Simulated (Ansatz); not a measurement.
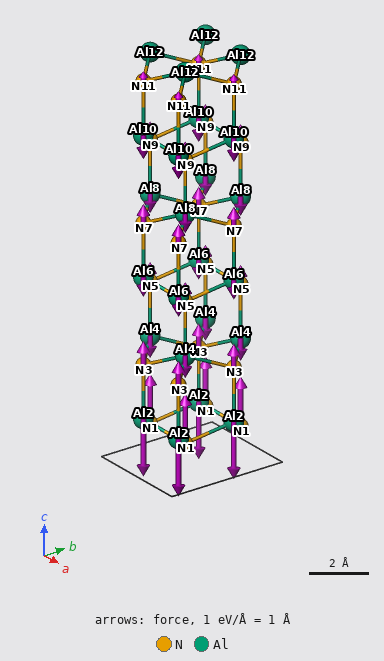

Starting geometry of a slab of composition AlN (cut from the P6_3mc phase) with the computed forces as purple arrows. Style: ball-and-stick. Shown: the 2 × 2 repeat of the cell, outlined in the plane, without the vacuum, slightly off an axis.

Case: (0 0 1) slab, atoms relaxed. The slab is the (0 0 1) face of AlN.

These are results of DFT PBEsol, scalar-relativistic, plane waves, PAW (Ansatz), not measurements. (plane-wave cutoff 420 eV; k-point mesh 9 × 9 × 1; occupations gaussian; smearing width 0.05 eV; no spin polarisation; dipole correction; atoms relaxed in a fixed cell; force threshold 0.02 eV/Å; at most 60 steps)

What follows when this structure is relaxed?

Answer. It isn't relaxed: the largest force vector, on Al2, is 2.02 eV/Å. The final displacements follow the starting forces only in part (cosine between the two patterns 0.52). The atom that moves furthest relative to the layer's centre is N1 (0.38 Å along the normal (+c)). By element the largest moves are N 0.38 Å, Al 0.20 Å. The lattice vectors keep their values. Among the contacts that change: Al2–N3 1.904 → 2.011 Å, Al10–N11 1.904 → 1.999 Å, Al4–N5 1.904 → 1.987 Å, Al6–N7 1.904 → 1.981 Å. Among the angles between lasting bonds that change: N1–Al2–N3 108.1° → 98.8°, Al2–N1–Al2 110.8° → 117.7°, N1–Al2–N1 110.8° → 117.7°. Over 7 geometry steps the energy falls by 0.433 eV per cell of the calculation. The largest force component goes from 2 to 0.0068 eV/Å. The run may lie on a higher electronic state than the lowest, so the end point isn't shown to be the ground-state structure.
